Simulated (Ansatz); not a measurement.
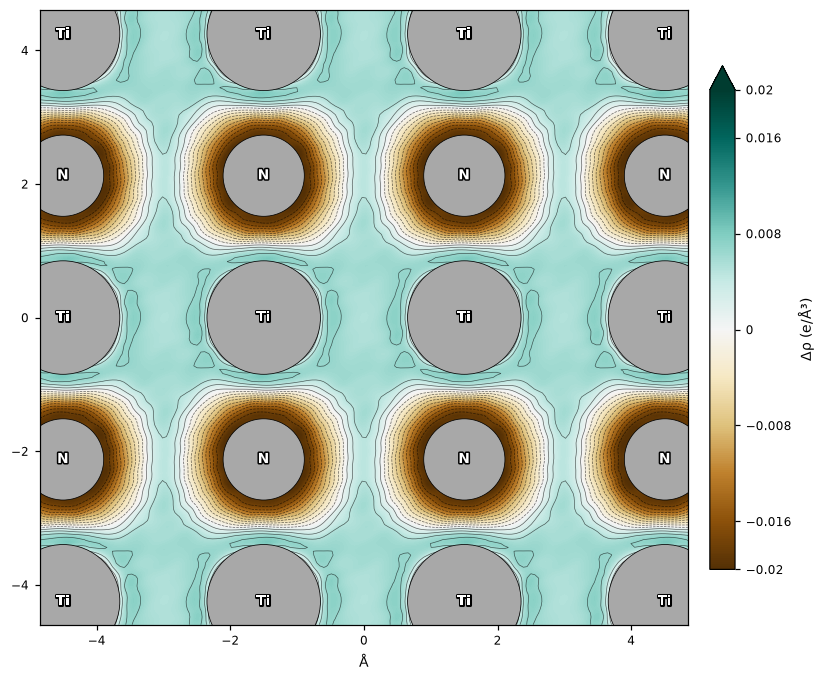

TiN. Difference of the valence pseudo-densities of two functionals at the same geometry, on the (011̄) plane of the calculation cell: PBE less r2SCAN.

Both computed with Ansatz (plane waves, PAW), on the same k-point mesh. Grey discs cover the atomic cores.

Q: Where does the change of functional move the electrons?

A: Against r2SCAN, PBE gives more density around Ti (+0.004 e/Å³ on average at 1.1 Å from the nucleus) and less density around N (−0.017 e/Å³ on average at 0.8 Å from the nucleus).
